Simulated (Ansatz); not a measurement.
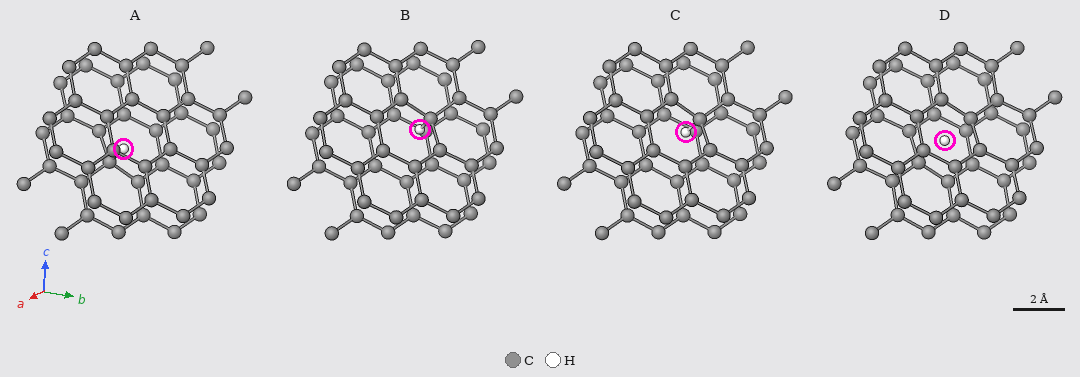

4 geometries from a converged minimum-energy path of a defect cell of composition HC$_{32}$ (33 atoms in the cell), shuffled. Style: ball-and-stick. Shown: the atoms within 5.0 Å of the middle of the path, slightly off an axis. The moving atom is ringed, with any periodic copies. Bonds to atoms that aren't drawn are left out.

Computed with DFT PBE+D3(BJ), scalar-relativistic, plane waves, PAW (Ansatz). Set-up: plane-wave cutoff 420 eV; k-point mesh 2 × 2 × 2; Gaussian smearing 0.02 eV; spin collinear; 5 movable images; climbing image.

Q: One of them is the converged climbing image. Which?

A: D. In order along the path, whose images run from 0 to 6: B (image 0, 0.00 eV), C (image 1, +0.08 eV), D (image 3, +1.00 eV), A (image 5, +0.08 eV). The H atom travels furthest, 1.52 Å from end to end, along [1 −1 −1], on a path that bends up to 0.10 Å away from the straight line. At the highest image its nearest neighbour (C) is 1.58 Å away, against 1.12 Å at the start, and the surrounding atoms stand up to 0.17 Å off the mean of their end positions. Breaking: C–H (1.12 → 2.44 Å). Forming: C–H (2.44 → 1.12 Å).

Limits of the set-up: the k-point mesh is coarse for a cell with partly filled bands; the periodic images lie only 6.6 Å apart, so the values are limited by the cell's size.
